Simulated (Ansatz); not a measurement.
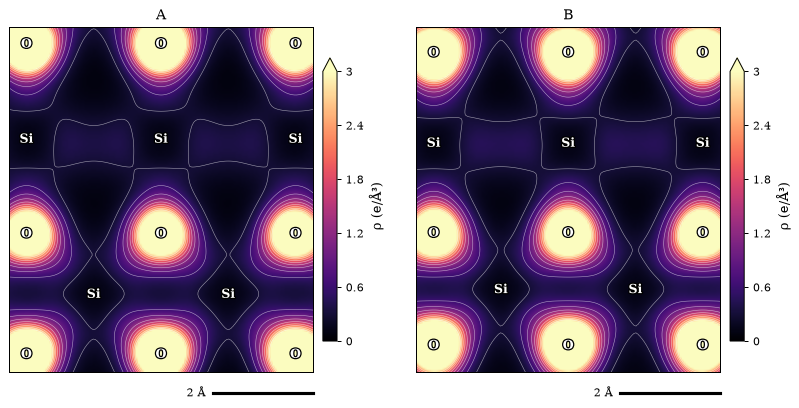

SiO$_{2}$. The valence pseudo-density of two cells that differ in size and shape, on the (11̄0) plane of each (indices in the axes of the calculation cell), at one length scale and on one colour scale: A has 8.6 Å³ an atom and B 7.7.

Space group Pnnm; a point of a scan over the structure, not its minimum; a structure from a database of computed crystals, not necessarily the ambient phase; PAW files of the earlier set (soft_1).

Level of theory: DFT PBE, scalar-relativistic, plane waves, PAW in Ansatz.

Core electrons are frozen (PAW), and the valence fields are smoothed inside the atomic spheres.

**What changes from the larger cell to the smaller?**

From the larger cell to the smaller, Si–O goes from 1.81 to 1.76 Å, and the density at its midpoint from 0.88 to 0.96 e/Å³; the pressure goes from −17 to 14 GPa; the Kohn–Sham gap goes from 3.8 eV to 5.9 eV.
